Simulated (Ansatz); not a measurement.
# GaP: what the fields show

```
CELL_PARAMETERS angstrom
4.72630 0.00000 0.00000
0.00000 4.99052 0.00000
0.00000 0.00000 13.66508
ATOMIC_POSITIONS crystal
P 0.00000 0.39660 0.07158
P 0.50000 0.89660 0.07158
P 0.00000 0.60340 0.92842
P 0.50000 0.10340 0.92842
P 0.00000 0.60340 0.57158
P 0.50000 0.10340 0.57158
P 0.00000 0.39660 0.42842
P 0.50000 0.89660 0.42842
P 0.00000 0.10530 0.25000
P 0.50000 0.60530 0.25000
P 0.00000 0.89470 0.75000
P 0.50000 0.39470 0.75000
Ga 0.00000 0.09970 0.59119
Ga 0.50000 0.59970 0.59119
Ga 0.00000 0.90030 0.40881
Ga 0.50000 0.40030 0.40881
Ga 0.00000 0.90030 0.09119
Ga 0.50000 0.40030 0.09119
Ga 0.00000 0.09970 0.90881
Ga 0.50000 0.59970 0.90881
Ga 0.00000 0.58320 0.25000
Ga 0.50000 0.08320 0.25000
Ga 0.00000 0.41680 0.75000
Ga 0.50000 0.91680 0.75000
```

Space group Cmcm; computed pressure about 31 GPa in this cell.

The calculation used DFT PBE, scalar-relativistic, plane waves, PAW (Ansatz 0.2.0).

Core electrons are frozen (PAW), and the valence fields are smoothed inside the atomic spheres.

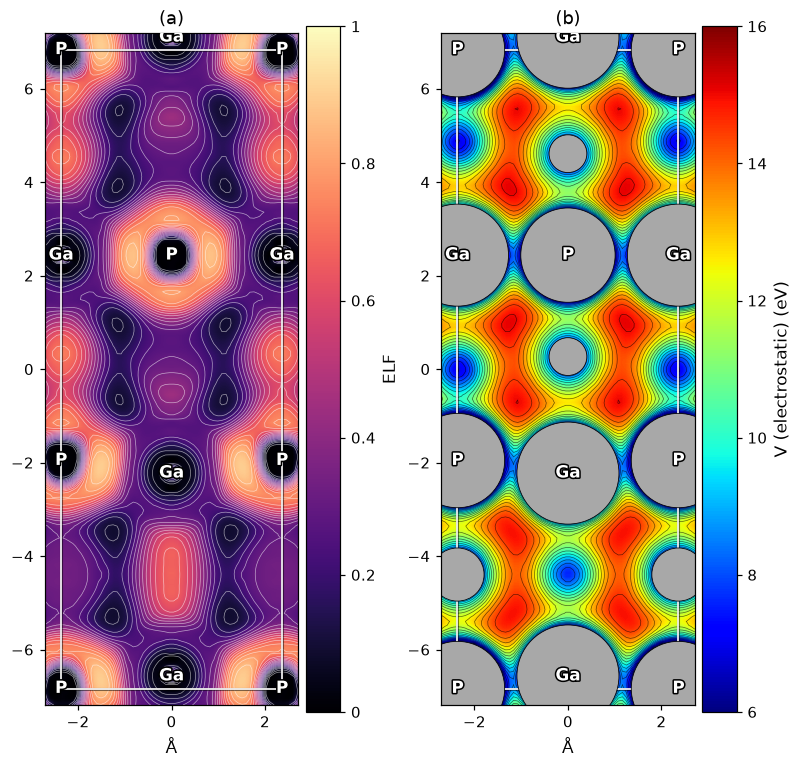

Figure 1. (a) ELF; (b) electrostatic potential energy of an electron on the (010) plane of the conventional cell. Grey discs cover the atomic cores in the potential map.

What do the fields say about this system?

Answer. The section cuts through P and Ga sites.
Atoms just off the plane (Ga, 0.9 Å away) can leave unmarked features too.
Ga–P (2.38 Å): the ELF peaks at about 0.90 in the valence shell of P, 0.8 Å from its nucleus, and is about 0.70 at the midpoint.
Outside the cores the potential energy rises away from the atoms and is highest about 1.8 Å from the nearest atoms; its zero is arbitrary.

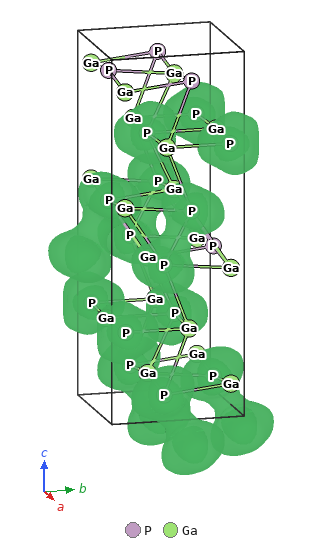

Figure 2. Isosurface of the electron localisation function at 0.65 (green), seen slightly off an axis. Only the valence region is drawn (cores and ρ < 0.01 e/Å³ removed). Sticks mark near contacts.

Identify the bonds, lone pairs and shells in this picture.

Answer. At this value the surface marks out four regions between bonded P–P atoms and four regions on P in which the atom's valence shell and bonds are merged, counted in one cell of 24 atoms. Any copies at cell faces, edges or corners count once. Along the contacts the grid gives the following. P–P (2.21 Å): the ELF peaks at about 0.85 between the atoms. Ga–P (2.37 Å): the ELF peaks at about 0.85 in the valence shell of P, 0.9 Å from its nucleus, and is about 0.70 at the midpoint.

Does the calculation make it a metal, or give it a gap?

Answer. It is metallic or semimetallic at this level of theory: no gap opens.
